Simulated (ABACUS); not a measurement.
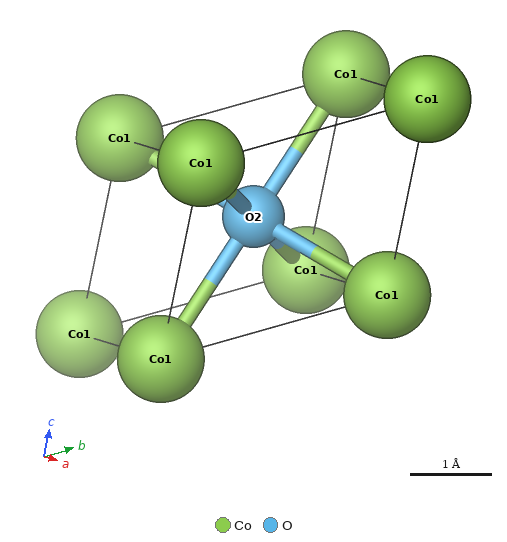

*The input geometry (ball-and-stick view of the cell of the calculation, seen slightly off an axis; atoms are numbered from 1 in the order of the input).*

Near neighbours in the crystal (not all of them lie inside the picture): Co has 6 O at 2.12 Å; O has 6 Co at 2.12 Å.

# Single-point calculation of CoO (part 1 of 2)

System: CoO (R-3m, 2 atoms in the cell).
Method: Kohn-Sham DFT of a periodic cell, PBE, PseudoDojo NC SR 0.4.1 PBE standard, spin-polarised (ABACUS 3.10.1).

The structure derives from a Materials Project entry.

Input file
```
INPUT_PARAMETERS
suffix              CoO
calculation         scf
basis_type          lcao
pseudo_dir          ./
orbital_dir         ./
symmetry            1
dft_functional      pbe
ecutwfc             100
pseudo_rcut         10
nspin               2
nbands              17
ks_solver           genelpa
smearing_method     fd
smearing_sigma      0.00367493
scf_thr             1e-07
scf_nmax            100
mixing_type         broyden
mixing_beta         0.4
cal_force           1
cal_stress          1
out_mul             1
out_chg             1
out_pot             2
out_elf             1
```

File STRU
```
ATOMIC_SPECIES
Co 58.9332 Co.upf
O 15.9990 O.upf

NUMERICAL_ORBITAL
Co_confined-atom_7au_3s2p2d1f.orb
O_confined-atom_6au_2s2p1d.orb

LATTICE_CONSTANT
1.8897261246

LATTICE_VECTORS
1.5054695445 0.8691832468 2.4399269062
-1.5054695445 0.8691832468 2.4399269062
0.0000000000 -1.7383664936 2.4399269062

ATOMIC_POSITIONS
Direct

Co
0.0
1
0.0000000000 0.0000000000 0.0000000000 1 1 1 mag 2

O
0.0
1
0.5000000000 0.5000000000 0.5000000000 1 1 1 mag 0
```

File KPT
```
K_POINTS
0
Gamma
11 11 11 0 0 0
```

Run on 4 threads of AMD EPYC (Zen 3), 24 GiB of memory available, shared host.

Run as:
```bash
OMP_NUM_THREADS=1 mpirun -np 4 abacus > log
```

The program's output
```
ABACUS v3.10.1

               Atomic-orbital Based Ab-initio Computation at UStc

 ------------------------------------------------------------------------------------

 READING GENERAL INFORMATION
                           global_out_dir = OUT.CoO/
                           global_in_card = INPUT
                               pseudo_dir = ./
                              orbital_dir = ./
                                    DSIZE = 4
                                    GSIZE = 1

 READING UNITCELL INFORMATION
                                    ntype = 2
                  lattice constant (Bohr) = 1.88973
              lattice constant (Angstrom) = 1

 READING ATOM TYPE 1
                               atom label = Co
                      L=0, number of zeta = 3
                      L=1, number of zeta = 2
                      L=2, number of zeta = 2
                      L=3, number of zeta = 1
             number of atom for this type = 1
               magnetization of element 1 = 2

 READING ATOM TYPE 2
                               atom label = O
                      L=0, number of zeta = 2
                      L=1, number of zeta = 2
                      L=2, number of zeta = 1
             number of atom for this type = 1
               magnetization of element 2 = 0

                        TOTAL ATOM NUMBER = 2
DIRECT COORDINATES
    atom                   x                   y                   z     mag                  vx                  vy                  vz
taud_Co1            0.0000000000        0.0000000000        0.0000000000  2.0000        0.0000000000        0.0000000000        0.0000000000
taud_O1            0.5000000000        0.5000000000        0.5000000000  0.0000        0.0000000000        0.0000000000        0.0000000000

                          Volume (Bohr^3) = 129.273
                             Volume (A^3) = 19.1563

 Lattice vectors: (Cartesian coordinate: in unit of a_0)
             +1.50547           +0.869183            +2.43993
             -1.50547           +0.869183            +2.43993
                   +0            -1.73837            +2.43993
 Reciprocal vectors: (Cartesian coordinate: in unit of 2 pi/a_0)
            +0.332122           +0.191751           +0.136616
            -0.332122           +0.191751           +0.136616
                   +0           -0.383502           +0.136616
 The esolver type has been set to : ksdft_lcao

                PAO radial cut off (Bohr) = 10

 Read in pseudopotential file is Co.upf
                     pseudopotential type = NC
          exchange-correlation functional = PBE
                 nonlocal core correction = 1
                        valence electrons = 17
                                     lmax = 2
                           number of zeta = 4
                     number of projectors = 6
                           L of projector = 0
                           L of projector = 0
                           L of projector = 1
                           L of projector = 1
                           L of projector = 2
                           L of projector = 2
                PAO radial cut off (Bohr) = 10

 Read in pseudopotential file is O.upf
                     pseudopotential type = NC
          exchange-correlation functional = PBE
                 nonlocal core correction = 1
                        valence electrons = 6
                                     lmax = 2
                           number of zeta = 2
                     number of projectors = 5
                           L of projector = 0
                           L of projector = 0
                           L of projector = 1
                           L of projector = 1
                           L of projector = 2
     initial pseudo atomic orbital number = 14
 The readin total magnetization is 2

 SETUP THE ELECTRONS NUMBER
            electron number of element Co = 17
      total electron number of element Co = 17
             electron number of element O = 6
       total electron number of element O = 6
            AUTOSET number of electrons:  = 23
                           occupied bands = 12
                                   NLOCAL = 39
                                   NBANDS = 17
                                   NBANDS = 17
                                   NLOCAL = 39

%%%%%%%%%%%%%%%%%%%%%%%%%%%%%%%%%%%%%%%%%%%%%%%%%%%%%%%%%%%%%%%%%%%%%%%%%%%%%%%%%%%%%%%%%%%%%%%%%%%%%%%%%%
 Warning: the number of valence electrons in pseudopotential > 9 for Co: [Ar] 3d7 4s2
 Pseudopotentials with additional electrons can yield (more) accurate outcomes, but may be less efficient.
 If you're confident that your chosen pseudopotential is appropriate, you can safely ignore this warning.
%%%%%%%%%%%%%%%%%%%%%%%%%%%%%%%%%%%%%%%%%%%%%%%%%%%%%%%%%%%%%%%%%%%%%%%%%%%%%%%%%%%%%%%%%%%%%%%%%%%%%%%%%%

 SETUP THE PLANE WAVE BASIS
 energy cutoff for charge/potential (unit:Ry) = 400
            fft grid for charge/potential = [ 40, 40, 40 ]
                        fft grid division = [ 5, 5, 5 ]
        big fft grid for charge/potential = [ 8, 8, 8 ]
                                     nbxx = 128
                                     nrxx = 16000

 SETUP PLANE WAVES FOR CHARGE/POTENTIAL
                    number of plane waves = 17387
                         number of sticks = 881

 PARALLEL PW FOR CHARGE/POTENTIAL
     PROC   COLUMNS(POT)             PW
        1            220           4347
        2            220           4347
        3            221           4347
        4            220           4346
 --------------- sum -------------------
        4            881          17387
                            number of |g| = 1250
                                  max |g| = 36.1732
                                  min |g| = 0.167976

----------- Double Check Mixing Parameters Begin ------------
mixing_type: broyden
mixing_beta: 0.4
mixing_gg0: 1
mixing_gg0_min: 0.1
mixing_beta_mag: 1.6
mixing_gg0_mag: 0
mixing_ndim: 8
----------- Double Check Mixing Parameters End ------------

 LATTICE VECTORS: (CARTESIAN COORDINATE: IN UNIT OF A0)
             +1.50547           +0.869183            +2.43993
             -1.50547           +0.869183            +2.43993
                   +0            -1.73837            +2.43993
                       right hand lattice = 1
                                   NORM_A = 2.99586
                                   NORM_B = 2.99586
                                   NORM_C = 2.99586
                           ALPHA (DEGREE) = 60.3333
                           BETA  (DEGREE) = 60.3333
                           GAMMA (DEGREE) = 60.3333

 The lattice vectors have been changed (STRU_SIMPLE.cif)

(for optimal symmetric configuration:)
                             BRAVAIS TYPE = 7
                     BRAVAIS LATTICE NAME = 07. Rhombohedral (Trigonal) cell
                                    ibrav = 7
                                    IBRAV = 7
                                  BRAVAIS = TRIGONAL (RHOMBOEDRIC) CELL
                       LATTICE CONSTANT A = 2.99586
                               COS(ALPHA) = 0.494953
Original cell was already a primitive cell.
                        ROTATION MATRICES = 12
              PURE POINT GROUP OPERATIONS = 12
                   SPACE GROUP OPERATIONS = 12
                                       C2 = 3
                                       C3 = 2
                                       C4 = 0
                                       C6 = 0
                                       S1 = 3
                                       S3 = 0
                                       S4 = 0
                                       S6 = 2
                              POINT GROUP = D_3d
                                       C2 = 3
                                       C3 = 2
                                       C4 = 0
                                       C6 = 0
                                       S1 = 3
                                       S3 = 0
                                       S4 = 0
                                       S6 = 2
               POINT GROUP IN SPACE GROUP = D_3d

 SETUP K-POINTS
                                    nspin = 2
                   Input type of k points = Monkhorst-Pack(Gamma)
                                   nkstot = 1331
                       right hand lattice = 1
(for reciprocal lattice: )
                             BRAVAIS TYPE = 7
                     BRAVAIS LATTICE NAME = 07. Rhombohedral (Trigonal) cell
                                    ibrav = 7
                       right hand lattice = 1
(for k-lattice: )
                             BRAVAIS TYPE = 7
                     BRAVAIS LATTICE NAME = 07. Rhombohedral (Trigonal) cell
                                    ibrav = 7
                       right hand lattice = 1
                        ROTATION MATRICES = 12
                               nkstot_ibz = 146
K-POINTS REDUCTION ACCORDING TO SYMMETRY
     IBZ    DIRECT_X    DIRECT_Y    DIRECT_Z  WEIGHT  ibz2bz
       1  0.00000000  0.00000000  0.00000000  0.0008       0
       2  0.09090909  0.00000000  0.00000000  0.0045       1
       3  0.18181818  0.00000000  0.00000000  0.0045       2
       4  0.27272727  0.00000000  0.00000000  0.0045       3
       5  0.36363636  0.00000000  0.00000000  0.0045       4
       6  0.45454545  0.00000000  0.00000000  0.0045       5
       7  0.09090909  0.09090909  0.00000000  0.0045      12
       8  0.18181818  0.09090909  0.00000000  0.0090      13
       9  0.27272727  0.09090909  0.00000000  0.0090      14
      10  0.36363636  0.09090909  0.00000000  0.0090      15
      11  0.45454545  0.09090909  0.00000000  0.0090      16
      12 -0.09090909  0.45454545  0.00000000  0.0090      17
      13 -0.09090909  0.36363636  0.00000000  0.0090      18
      14 -0.09090909  0.27272727  0.00000000  0.0090      19
      15 -0.09090909  0.18181818  0.00000000  0.0090      20
      16 -0.09090909  0.09090909  0.00000000  0.0045      21
      17  0.18181818  0.18181818  0.00000000  0.0045      24
      18  0.27272727  0.18181818  0.00000000  0.0090      25
      19  0.36363636  0.18181818  0.00000000  0.0090      26
      20  0.45454545  0.18181818  0.00000000  0.0090      27
      21 -0.18181818  0.45454545  0.00000000  0.0090      28
      22 -0.18181818  0.36363636  0.00000000  0.0090      29
      23 -0.18181818  0.27272727  0.00000000  0.0090      30
      24 -0.18181818  0.18181818  0.00000000  0.0045      31
      25  0.27272727  0.27272727  0.00000000  0.0045      36
      26  0.36363636  0.27272727  0.00000000  0.0090      37
      27  0.45454545  0.27272727  0.00000000  0.0090      38
      28 -0.27272727  0.45454545  0.00000000  0.0090      39
      29 -0.27272727  0.36363636  0.00000000  0.0090      40
      30 -0.27272727  0.27272727  0.00000000  0.0045      41
[... 116 further k points ...]

                               nkstot now = 146
[... K-POINTS DIRECT COORDINATES: 146 rows ...]

           k-point number in this process = 146
       minimum distributed K point number = 146
[... stars of the k points ...]
                             nks(nspin=2) = 292
                          nkstot(nspin=2) = 292

[... K-POINTS CARTESIAN COORDINATES: 292 rows ...]

[... K-POINTS DIRECT COORDINATES: 292 rows ...]

 SETUP PLANE WAVES FOR WAVE FUNCTIONS
     energy cutoff for wavefunc (unit:Ry) = 100
              fft grid for wave functions = [ 40, 40, 40 ]
                    number of plane waves = 3065
                         number of sticks = 279

 PARALLEL PW FOR WAVE FUNCTIONS
     PROC   COLUMNS(POT)             PW
        1             70            767
        2             69            766
        3             70            766
        4             70            766
 --------------- sum -------------------
        4            279           3065

 SET NONLOCAL PSEUDOPOTENTIAL PROJECTORS
 SET NONLOCAL PSEUDOPOTENTIAL PROJECTORS
 max number of nonlocal projetors among all species is 6

 -------------------------------------------
 SELF-CONSISTENT
 -------------------------------------------

 SETUP SEARCHING RADIUS FOR PROGRAM TO SEARCH ADJACENT ATOMS
                  longest orb rcut (Bohr) = 7
   longest nonlocal projector rcut (Bohr) = 1.7
                     search radius (Bohr) = 17.4
              searching radius is (Bohr)) = 17.4
         searching radius unit is (Bohr)) = 1.89
                         PeriodicBoundary = 1
                        Radius(unit:lat0) = 9.21
                                   glayer = [ 5, 5, 5 ]
                             glayer_minus = [ 4, 4, 4 ]

Find the coordinate range of the input atom(unit:lat0).
                                  min_tau = [ -12, -13.9, -29.3 ]
                                  max_tau = [ 12, 13.9, 32.9 ]
                                BoxNumber = [ 9, 9, 9 ]

 SETUP EXTENDED REAL SPACE GRID FOR GRID INTEGRATION
                          real space grid = [ 40, 40, 40 ]
                 big cell numbers in grid = [ 8, 8, 8 ]
             meshcell numbers in big cell = [ 5, 5, 5 ]
                        extended fft grid = [ 13, 13, 13 ]
                dimension of extened grid = [ 35, 35, 35 ]
                            UnitCellTotal = 125
              Atom number in sub-FFT-grid = 2
    Local orbitals number in sub-FFT-grid = 39
                                ParaV.nnr = 35548
                                 init_chg = atomic

 LCAO ALGORITHM --------------- ION=   1  ELEC=   1--------------------------------
          total magnetism (Bohr mag/cell) = 2.60143
       absolute magnetism (Bohr mag/cell) = 2.60146
                        nelec for spin up = 12.8007
                      nelec for spin down = 10.1993

 Density error is 0.0876499237364
----------------------------------------------------------
     Energy           Rydberg                 eV
----------------------------------------------------------
 E_KohnSham     -339.0093575709      -4612.4589382840
 E_Harris       -338.3729609759      -4603.8003184040
 E_Fermi        1.0129876178         13.7824036051
----------------------------------------------------------

 LCAO ALGORITHM --------------- ION=   1  ELEC=   2--------------------------------
          total magnetism (Bohr mag/cell) = 2.92671
       absolute magnetism (Bohr mag/cell) = 2.9406
                        nelec for spin up = 12.9634
                      nelec for spin down = 10.0366

 Density error is 0.0357540307737
----------------------------------------------------------
     Energy           Rydberg                 eV
----------------------------------------------------------
 E_KohnSham     -339.0578075937      -4613.1181346625
 E_Harris       -337.6429593819      -4593.8681371760
 E_Fermi        1.0288905481         13.9987740727
----------------------------------------------------------

 LCAO ALGORITHM --------------- ION=   1  ELEC=   3--------------------------------
          total magnetism (Bohr mag/cell) = 2.95417
       absolute magnetism (Bohr mag/cell) = 2.96937
                        nelec for spin up = 12.9771
                      nelec for spin down = 10.0229

 Density error is 0.019736318775
----------------------------------------------------------
     Energy           Rydberg                 eV
----------------------------------------------------------
 E_KohnSham     -339.0589738230      -4613.1340020260
 E_Harris       -338.7733737296      -4609.2482134064
 E_Fermi        1.0460387076         14.2320867524
----------------------------------------------------------
```
